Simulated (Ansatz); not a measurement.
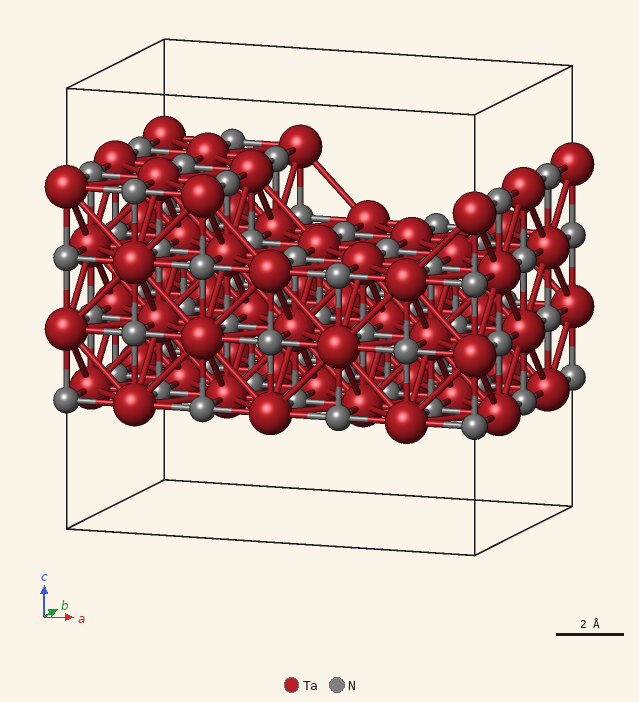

Fig. 1: The input geometry (ball-and-stick view of the 1 × 2 repeat of the cell, with the vacuum cut short, seen slightly off an axis). An atom can appear more than once, as a periodic image.

Run report: TaN, geometry relaxation (part 1 of 4)

System: TaN (slab, 42 atoms in the cell).
Method: DFT PBEsol, scalar-relativistic, plane waves, PAW, no spin polarisation (Ansatz 0.2.0).

The structure derives from an entry of the Crystallography Open Database. The input holds or restrains some coordinates. Forces given for the steps count only the free coordinates. It belongs to a series of runs on one base structure; here: stripe over 1.5 of 3 cells, two steps.

Input file:
```yaml
crystal:
  lattice:
    - [13.1270682281, 0.0, 0.0]
    - [0.0, 4.3756894094, 0.0]
    - [0.0, 0.0, 18.5635341141]
  atoms:
    - { symbol: Ta, position: [0.1666666667, 0.0, 0.0808035793] }
    - { symbol: "N", position: [0.0, 0.0, 0.0808035793] }
    - { symbol: Ta, position: [0.1666666667, 0.5, 0.1986607012] }
    - { symbol: "N", position: [0.0, 0.5, 0.1986607012] }
    - { symbol: Ta, position: [0.0, 0.0, 0.1986607012] }
    - { symbol: "N", position: [0.1666666667, 0.0, 0.1986607012] }
    - { symbol: Ta, position: [0.0, 0.5, 0.0808035793] }
    - { symbol: "N", position: [0.1666666667, 0.5, 0.0808035793] }
    - { symbol: Ta, position: [0.5, 0.0, 0.0808035793] }
    - { symbol: "N", position: [0.3333333333, 0.0, 0.0808035793] }
    - { symbol: Ta, position: [0.5, 0.5, 0.1986607012] }
    - { symbol: "N", position: [0.3333333333, 0.5, 0.1986607012] }
    - { symbol: Ta, position: [0.3333333333, 0.0, 0.1986607012] }
    - { symbol: "N", position: [0.5, 0.0, 0.1986607012] }
    - { symbol: Ta, position: [0.3333333333, 0.5, 0.0808035793] }
    - { symbol: "N", position: [0.5, 0.5, 0.0808035793] }
    - { symbol: Ta, position: [0.8333333333, 0.0, 0.0808035793] }
    - { symbol: "N", position: [0.6666666667, 0.0, 0.0808035793] }
    - { symbol: Ta, position: [0.8333333333, 0.5, 0.1986607012] }
    - { symbol: "N", position: [0.6666666667, 0.5, 0.1986607012] }
    - { symbol: Ta, position: [0.6666666667, 0.0, 0.1986607012] }
    - { symbol: "N", position: [0.8333333333, 0.0, 0.1986607012] }
    - { symbol: Ta, position: [0.6666666667, 0.5, 0.0808035793] }
    - { symbol: "N", position: [0.8333333333, 0.5, 0.0808035793] }
    - { symbol: Ta, position: [0.1666666667, 0.0, 0.3165178232] }
    - { symbol: "N", position: [0.0, 0.0, 0.3165178232] }
    - { symbol: Ta, position: [0.0, 0.5, 0.3165178232] }
    - { symbol: "N", position: [0.1666666667, 0.5, 0.3165178232] }
    - { symbol: Ta, position: [0.5, 0.0, 0.3165178232] }
    - { symbol: "N", position: [0.3333333333, 0.0, 0.3165178232] }
    - { symbol: Ta, position: [0.3333333333, 0.5, 0.3165178232] }
    - { symbol: "N", position: [0.5, 0.5, 0.3165178232] }
    - { symbol: Ta, position: [0.8333333333, 0.0, 0.3165178232] }
    - { symbol: "N", position: [0.6666666667, 0.0, 0.3165178232] }
    - { symbol: Ta, position: [0.6666666667, 0.5, 0.3165178232] }
    - { symbol: "N", position: [0.8333333333, 0.5, 0.3165178232] }
    - { symbol: Ta, position: [0.1666666667, 0.5, 0.4343749452] }
    - { symbol: "N", position: [0.0, 0.5, 0.4343749452] }
    - { symbol: Ta, position: [0.0, 0.0, 0.4343749452] }
    - { symbol: "N", position: [0.1666666667, 0.0, 0.4343749452] }
    - { symbol: "N", position: [0.3333333333, 0.5, 0.4343749452] }
    - { symbol: Ta, position: [0.3333333333, 0.0, 0.4343749452] }
basis:
  ecutwfc: 420
kpoints:
  mp_grid: { grid: [3, 8, 1] }
hamiltonian:
  xc: pbesol
scf:
  occupations: { method: gaussian, width: 0.1 }
output:
  forces: true
  eigenvalues: true
  write_density: true
  write_potential: true
  elf: true
  volumetric_format: npy
relax:
  adjacent_minimum: "off"
  f_tol: 0.02
  max_steps: 45
  constraints: [{ sites: [0, 1, 6, 7, 8, 9, 14, 15, 16, 17, 22, 23] }]
efield:
  axis: 3
  dipole_correction: true
  ramp_width: 0.04
```

Machine: 4 threads of Intel Xeon (Granite Rapids), 32 GiB of memory available, shared host.

Command:
```bash
ansatz run input.yaml --threads 4 --pin off --max-ram 11264MiB --backend cpu --events-out ev --progress --plain --runs-dir out
```

The program's output:
```
Engine: ansatz 0.2.0, x86_64-unknown-linux-gnu
Pseudopotentials: kind: paw
Pseudopotential: Ta, paw, valence charge 13, recommended cutoff 420 eV (normal), Ta.paw.azcp
Pseudopotential: N, paw, valence charge 5, recommended cutoff 420 eV (normal), N.paw.azcp
Functional definition: PBEsol
  exchange = pbesol_x
  correlation = pbesol_c
Crystal: 42 atoms, lattice volume = 1066.289 Å³
Basis set: ecut = 420 eV, 20751 PW (Γ), exchange–correlation on 180×60×250 points (8 copies of the dense FFT grid, shifted against one another)
Bands: 231, of which v1, the nominal top of the filled ones, is band 189 counted from 1 (188 counted from 0)
Symmetry: 4 space group operations
Space group: Pmm2 (ITA 25), of the structure as read, at distance tolerance 1.0e-4 Å
k-points: 10 of 24
Non-local potential: Ta, projectors of the file, l = 0: 3, l = 1: 2, l = 2: 2, l = 3: 1
Non-local potential: N, projectors of the file, l = 0: 2, l = 1: 2, l = 2: 1
PAW form: soft (Blöchl's): semilocal exchange-correlation on the pseudo side does not see the compensation charge
PAW frozen core: Ta, regenerated for the run's functional, and the local potential with it (the file was generated under x = pbe(κ = 0.804, μ = 0.2195149727645171), c = pbe(β = 0.06672455060314922))
PAW frozen core: N, regenerated for the run's functional, and the local potential with it (the file was generated under x = pbe(κ = 0.804, μ = 0.2195149727645171), c = pbe(β = 0.06672455060314922))
PAW one-centre angular grid: Ta, 590 points (default); XC on 64 Gauss nodes
PAW one-centre angular grid: N, 110 points (default); XC on 64 Gauss nodes
Initial density: superposition of atomic densities (neutral atoms: chi_scale 0, normalization atom), corrected by the library's trained network
Initial wavefunctions: pseudopotential atomic-orbital guess
Functional: x = pbesol(κ = 0.804, μ = 0.12345679012345678), c = pbesol(β = 0.046)
SCF iter   1: F=—  HF=-213913.325998 eV  |F-HF|=—  |Δ(HF+E_count)|=         —  Δρ=1.27e-2  dr2=4.17e0  ethr=1.77e-3  p=0.024 e·Å  D=4.09e-3 V/Å  ΔV_dip=-0.08 eV  dr2_dipole=8.53e-1  V_vac-E_F(+/−)=3.72/3.79 eV  ⟨swp⟩=9.2  Hψ=12047  notcnv=0
efield: sawtooth ramp at fractional position 0.7376 (placed from the atoms, in the widest stretch of the axis that holds none; the zero of the levels goes with the place), width 0.0400; the density the first Hamiltonian is built on has a dipole p = 0.024 e·Å; the dipole correction subtracts the counter field D = 4.09e-3 V/Å, which shifts the + side's vacuum level by -0.08 eV against the − side's; the planar-averaged density in the ramp window peaks in size at 3.9e-5 e/Å³
preconditioner: auto → LDOS  [metal: Δε(μ)=0.011 eV  Ē_g=8.689 eV  σ=0.100 eV  W_gap=0.06  n_scr=230 (ndim 8)  ℏωp=16.5 eV  f_vac=0.489  D(μ)=25.11/eV (n_scr^D=178)  β→1.0]
SCF iter   2: F=—  HF=-213912.934524 eV  |F-HF|=—  |Δ(HF+E_count)|=   3.91e-1  Δρ=7.75e-3  dr2=5.53e-1  ethr=1.10e-3  p=-0.008 e·Å  D=-1.36e-3 V/Å  ΔV_dip=0.03 eV  dr2_dipole=8.25e-4  V_vac-E_F(+/−)=3.77/3.75 eV  ⟨swp⟩=2.5  Hψ=3786  notcnv=0  defer=295
SCF iter   3: F=—  HF=-213912.828953 eV  |F-HF|=—  |Δ(HF+E_count)|=   1.06e-1  Δρ=2.08e-3  dr2=5.70e-2  ethr=1.46e-4  p=0.001 e·Å  D=2.09e-4 V/Å  ΔV_dip=-0.00 eV  dr2_dipole=3.04e-3  V_vac-E_F(+/−)=3.76/3.76 eV  ⟨swp⟩=2.8  Hψ=3287  notcnv=0  defer=295
SCF iter   4: F=—  HF=-213912.819229 eV  |F-HF|=—  |Δ(HF+E_count)|=   9.72e-3  Δρ=3.91e-4  dr2=2.80e-3  ethr=1.51e-5  p=-0.001 e·Å  D=-1.16e-4 V/Å  ΔV_dip=0.00 eV  dr2_dipole=1.25e-5  V_vac-E_F(+/−)=3.76/3.75 eV  ⟨swp⟩=2.8  Hψ=3950  notcnv=0  defer=295
SCF iter   5: F=—  HF=-213912.820244 eV  |F-HF|=—  |Δ(HF+E_count)|=   1.01e-3  Δρ=1.18e-4  dr2=3.30e-4  ethr=7.40e-7  p=0.000 e·Å  D=3.08e-5 V/Å  ΔV_dip=-0.00 eV  dr2_dipole=6.33e-6  V_vac-E_F(+/−)=3.75/3.76 eV  ⟨swp⟩=2.2  Hψ=3226  notcnv=0  defer=295
SCF iter   6: F=—  HF=-213912.820284 eV  |F-HF|=—  |Δ(HF+E_count)|=   4.10e-5  Δρ=6.31e-5  dr2=1.01e-4  ethr=8.74e-8  p=0.001 e·Å  D=1.87e-4 V/Å  ΔV_dip=-0.00 eV  dr2_dipole=9.76e-7  V_vac-E_F(+/−)=3.76/3.76 eV  ⟨swp⟩=2.9  Hψ=3328  notcnv=0  defer=295
SCF iter   7: F=-213912.820277 eV  HF=-213912.820281 eV  |F-HF|=3.67e-6  |Δ(HF+E_count)|=   3.66e-6  Δρ=1.85e-5  dr2=7.19e-6  ethr=2.65e-9  p=0.001 e·Å  D=2.40e-4 V/Å  ΔV_dip=-0.00 eV  dr2_dipole=3.63e-8  V_vac-E_F(+/−)=3.76/3.76 eV  ⟨swp⟩=27.1  Hψ=27757  notcnv=0
WARN: efield: at this solve's end the planar-averaged density reaches 4.65e-5 e/Å³ inside the ramp window [0.6837, 0.8315] (bound 1e-5 e/Å³); the window's nearer edge stands 4.63 Å from this solve's nearest atom along the axis. Its work functions, free energy, forces, stress, dipole, levels and responses can be off, and this figure does not tell by how much. A short vacuum, a low `basis.ecutwfc` or `basis.ecutrho_ratio` and negative occupations (`scf.occupations.method`) can put density there. See the manual's quickstart, § The vacuum guard
SCF 1 converged in 7 iterations: F = -213912.820277 eV  dr2 = 7.19e-6
  greatest PAW one-centre occupation: 1.000 electrons in one spin orbital (limit 2), on the Ta atom at site 24 (counted from 0), in its partial waves of l = 0
relax step   1: F+E_penalty+E_count = -213912.82027712 eV  Δ(F+E_penalty+E_count) = +0.000e0 eV  max|allowed force component| = 3.151e0 eV/Å  Δτ_max = 0.0000 Å  (7 SCF iters, dr2 threshold 1.00e-5 eV, accepted)
Initial density: handed on by an earlier stage of this run
Initial wavefunctions: those handed on with the density
iter 1 solved again at ethr=3.46e-4 eV; its pass at ethr=3.10e-3 eV (dr2=1.31e0 eV) is discarded
SCF iter   1: F=—  HF=-213914.639655 eV  |F-HF|=—  |Δ(HF+E_count)|=         —  Δρ=7.34e-3  dr2=1.52e0  ethr=3.46e-4  p=0.001 e·Å  D=2.41e-4 V/Å  ΔV_dip=-0.00 eV  dr2_dipole=2.45e-1  V_vac-E_F(+/−)=3.80/3.81 eV  ⟨swp⟩=2.2  Hψ=8342  notcnv=0  defer=303
efield: sawtooth ramp at fractional position 0.7376 (handed on by an earlier solve), width 0.0400; the density the first Hamiltonian is built on has a dipole p = 0.001 e·Å; the dipole correction subtracts the counter field D = 2.41e-4 V/Å, which shifts the + side's vacuum level by -0.00 eV against the − side's; the planar-averaged density in the ramp window peaks in size at 4.7e-5 e/Å³
eigensolver tolerance schedule calibrated: the retry pair's looser diagonalisation under-reported the residual by θ = 0.14 (0.15/decade); ethr = c·dr2/N_el runs at the constant in force after the calibration composes with the one it found (an armed cap, an earlier calibration), c = 4.6e-2
preconditioner: auto → LDOS  [metal: Δε(μ)=0.006 eV  Ē_g=8.911 eV  σ=0.100 eV  W_gap=0.03  n_scr=230 (ndim 8)  ℏωp=16.5 eV  f_vac=0.493  D(μ)=25.29/eV (n_scr^D=178)  β→1.0]
SCF iter   2: F=—  HF=-213914.526647 eV  |F-HF|=—  |Δ(HF+E_count)|=   1.13e-1  Δρ=3.50e-3  dr2=1.93e-1  ethr=1.86e-4  p=0.046 e·Å  D=7.73e-3 V/Å  ΔV_dip=-0.14 eV  dr2_dipole=1.23e-9  V_vac-E_F(+/−)=3.66/3.80 eV  ⟨swp⟩=3.3  Hψ=3973  notcnv=0  defer=303
SCF iter   3: F=—  HF=-213914.486069 eV  |F-HF|=—  |Δ(HF+E_count)|=   4.06e-2  Δρ=1.10e-3  dr2=3.88e-2  ethr=2.37e-5  p=0.040 e·Å  D=6.86e-3 V/Å  ΔV_dip=-0.13 eV  dr2_dipole=2.44e-3  V_vac-E_F(+/−)=3.68/3.81 eV  ⟨swp⟩=3.0  Hψ=5014  notcnv=0  defer=303
SCF iter   4: F=—  HF=-213914.482574 eV  |F-HF|=—  |Δ(HF+E_count)|=   3.49e-3  Δρ=3.33e-4  dr2=4.21e-3  ethr=4.75e-6  p=0.049 e·Å  D=8.24e-3 V/Å  ΔV_dip=-0.15 eV  dr2_dipole=3.90e-4  V_vac-E_F(+/−)=3.66/3.81 eV  ⟨swp⟩=2.4  Hψ=3850  notcnv=0  defer=303
SCF iter   5: F=—  HF=-213914.482369 eV  |F-HF|=—  |Δ(HF+E_count)|=   2.05e-4  Δρ=8.84e-5  dr2=2.56e-4  ethr=5.15e-7  p=0.054 e·Å  D=9.15e-3 V/Å  ΔV_dip=-0.17 eV  dr2_dipole=1.18e-6  V_vac-E_F(+/−)=3.65/3.82 eV  ⟨swp⟩=3.0  Hψ=3542  notcnv=0  defer=303
SCF iter   6: F=-213914.482367 eV  HF=-213914.482387 eV  |F-HF|=2.06e-5  |Δ(HF+E_count)|=   1.81e-5  Δρ=3.34e-5  dr2=3.65e-5  ethr=1.22e-8  p=0.056 e·Å  D=9.57e-3 V/Å  ΔV_dip=-0.18 eV  dr2_dipole=4.17e-6  V_vac-E_F(+/−)=3.64/3.82 eV  ⟨swp⟩=28.2  Hψ=30747  notcnv=0
WARN: efield: at this solve's end the planar-averaged density reaches 4.98e-5 e/Å³ inside the ramp window [0.6837, 0.8315] (bound 1e-5 e/Å³); the window's nearer edge stands 4.57 Å from this solve's nearest atom along the axis. Its work functions, free energy, forces, stress, dipole, levels and responses can be off, and this figure does not tell by how much. A short vacuum, a low `basis.ecutwfc` or `basis.ecutrho_ratio` and negative occupations (`scf.occupations.method`) can put density there. See the manual's quickstart, § The vacuum guard
SCF 2 converged in 6 iterations: F = -213914.482367 eV  dr2 = 3.65e-5
[... from here on the iterations of each SCF are left out, up to the last one ...]
relax step   2: F+E_penalty+E_count = -213914.48236652 eV  Δ(F+E_penalty+E_count) = -1.662e0 eV  max|allowed force component| = 1.201e0 eV/Å  Δτ_max = 0.1920 Å  (6 SCF iters, dr2 threshold 1.00e-4 eV, accepted)
[... from here on the SCF iterations and repeated set-up lines of each step are left out, up to the last step ...]
SCF 3 converged in 6 iterations: F = -213915.017323 eV  dr2 = 6.88e-5
relax step   3: F+E_penalty+E_count = -213915.01732335 eV  Δ(F+E_penalty+E_count) = -5.350e-1 eV  max|allowed force component| = 8.886e-1 eV/Å  Δτ_max = 0.1026 Å  (6 SCF iters, dr2 threshold 9.02e-5 eV, accepted)
SCF 4 converged in 6 iterations: F = -213915.120230 eV  dr2 = 3.65e-5
relax step   4: F+E_penalty+E_count = -213915.12023017 eV  Δ(F+E_penalty+E_count) = -1.029e-1 eV  max|allowed force component| = 1.117e0 eV/Å  Δτ_max = 0.2000 Å  (6 SCF iters, dr2 threshold 1.00e-4 eV, accepted)
SCF 5 converged in 5 iterations: F = -213915.277653 eV  dr2 = 3.92e-5
relax step   5: F+E_penalty+E_count = -213915.27765349 eV  Δ(F+E_penalty+E_count) = -1.574e-1 eV  max|allowed force component| = 2.071e-1 eV/Å  Δτ_max = 0.0949 Å  (5 SCF iters, dr2 threshold 1.00e-4 eV, accepted)
SCF 6 converged in 6 iterations: F = -213915.292837 eV  dr2 = 5.36e-7
relax step   6: F+E_penalty+E_count = -213915.29283654 eV  Δ(F+E_penalty+E_count) = -1.518e-2 eV  max|allowed force component| = 1.472e-1 eV/Å  Δτ_max = 0.0153 Å  (6 SCF iters, dr2 threshold 2.68e-6 eV, accepted)
SCF 7 converged in 6 iterations: F = -213915.301620 eV  dr2 = 1.00e-6
relax step   7: F+E_penalty+E_count = -213915.30161953 eV  Δ(F+E_penalty+E_count) = -8.783e-3 eV  max|allowed force component| = 5.180e-2 eV/Å  Δτ_max = 0.0209 Å  (6 SCF iters, dr2 threshold 1.35e-6 eV, accepted)
SCF 8 converged in 7 iterations: F = -213915.302553 eV  dr2 = 3.07e-8
relax step   8: F+E_penalty+E_count = -213915.30255305 eV  Δ(F+E_penalty+E_count) = -9.335e-4 eV  max|allowed force component| = 5.861e-2 eV/Å  Δτ_max = 0.0092 Å  (7 SCF iters, accepted)
SCF 9 converged in 6 iterations: F = -213915.303066 eV  dr2 = 1.06e-7
relax step   9: F+E_penalty+E_count = -213915.30306560 eV  Δ(F+E_penalty+E_count) = -5.125e-4 eV  max|allowed force component| = 1.758e-2 eV/Å  Δτ_max = 0.0053 Å  (6 SCF iters, dr2 threshold 4.25e-7 eV, accepted)
iter 1 solved again at ethr=6.41e-11 eV; its pass at ethr=3.10e-3 eV (dr2=2.42e-7 eV) is discarded
SCF iter   1: F=—  HF=-213915.301454 eV  |F-HF|=—  |Δ(HF+E_count)|=         —  Δρ=5.15e-6  dr2=2.34e-7  ethr=6.41e-11  p=0.063 e·Å  D=1.08e-2 V/Å  ΔV_dip=-0.20 eV  dr2_dipole=7.24e-9  V_vac-E_F(+/−)=3.60/3.80 eV  ⟨swp⟩=2.4  Hψ=6465  notcnv=0
efield: sawtooth ramp at fractional position 0.7376 (handed on by an earlier solve), width 0.0400; the density the first Hamiltonian is built on has a dipole p = 0.063 e·Å; the dipole correction subtracts the counter field D = 1.08e-2 V/Å, which shifts the + side's vacuum level by -0.20 eV against the − side's; the planar-averaged density in the ramp window peaks in size at 5.2e-5 e/Å³
preconditioner: auto → LDOS  [metal: Δε(μ)=0.013 eV  Ē_g=8.914 eV  σ=0.100 eV  W_gap=0.07  n_scr=230 (ndim 8)  ℏωp=16.5 eV  f_vac=0.496  D(μ)=23.00/eV (n_scr^D=144)  β→1.0]
SCF iter   2: F=—  HF=-213915.303066 eV  |F-HF|=—  |Δ(HF+E_count)|=   1.61e-3  Δρ=5.63e-6  dr2=2.24e-7  ethr=6.19e-11  p=0.063 e·Å  D=1.08e-2 V/Å  ΔV_dip=-0.20 eV  dr2_dipole=1.08e-9  V_vac-E_F(+/−)=3.60/3.80 eV  ⟨swp⟩=3.4  Hψ=4992  notcnv=0
SCF iter   3: F=-213915.303066 eV  HF=-213915.303066 eV  |F-HF|=1.02e-8  |Δ(HF+E_count)|=   1.36e-8  Δρ=2.33e-6  dr2=3.53e-8  ethr=2.65e-11  p=0.063 e·Å  D=1.08e-2 V/Å  ΔV_dip=-0.20 eV  dr2_dipole=1.22e-10  V_vac-E_F(+/−)=3.60/3.80 eV  ⟨swp⟩=10.5  Hψ=18397  notcnv=0
WARN: efield: at this solve's end the planar-averaged density reaches 5.17e-5 e/Å³ inside the ramp window [0.6837, 0.8315] (bound 1e-5 e/Å³); the window's nearer edge stands 4.34 Å from this solve's nearest atom along the axis. Its work functions, free energy, forces, stress, dipole, levels and responses can be off, and this figure does not tell by how much. A short vacuum, a low `basis.ecutwfc` or `basis.ecutrho_ratio` and negative occupations (`scf.occupations.method`) can put density there. See the manual's quickstart, § The vacuum guard
SCF 10 converged in 3 iterations: F = -213915.303066 eV  dr2 = 3.53e-8
relax step  10: F+E_penalty+E_count = -213915.30306566 eV  Δ(F+E_penalty+E_count) = -5.864e-8 eV  max|allowed force component| = 1.761e-2 eV/Å  Δτ_max = 0.0000 Å  (3 SCF iters, accepted)
```

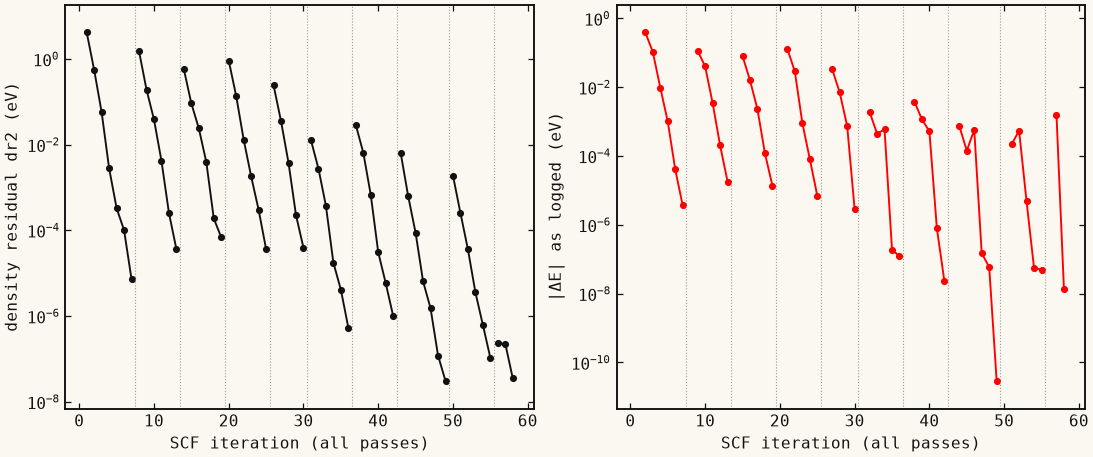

Fig. 2: Convergence of the self-consistent field: density residual dr2 and size of the energy change against the SCF iteration. The dotted lines part the SCF passes of the relaxation: geometry steps, rejected trials and re-solves on a re-selected basis. The 10 passes take 3 to 7 iterations each, 58 in all.

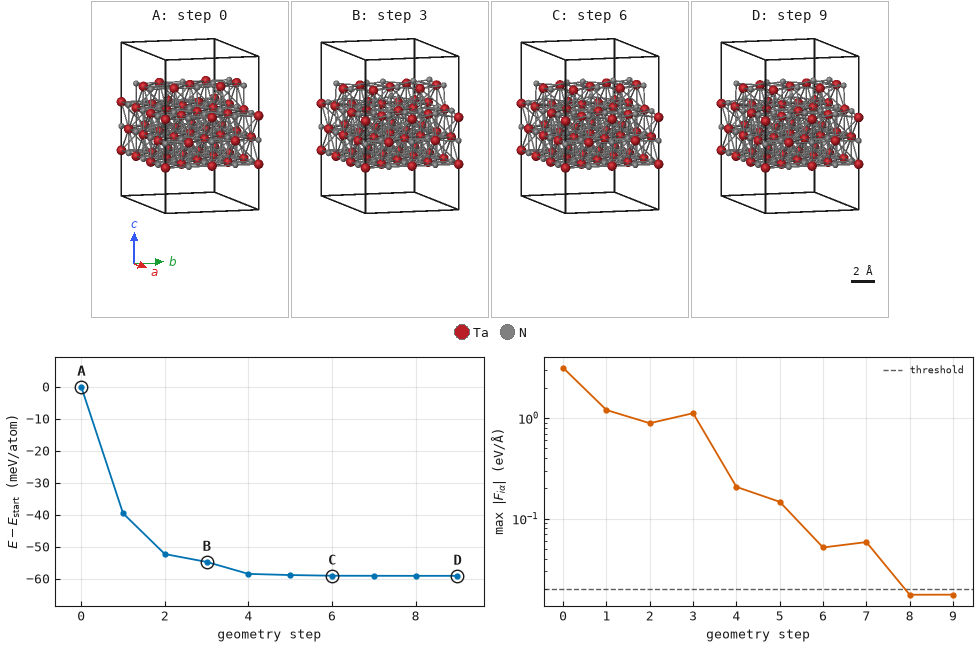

Fig. 3: Frames of the restrained relaxation (ball-and-stick view of the 1 × 2 repeat of the cell, with the vacuum cut short (origin shifted), seen slightly off an axis) above the curves, on which the letters mark them (the first geometry is step 0 here and step 1 in the log).
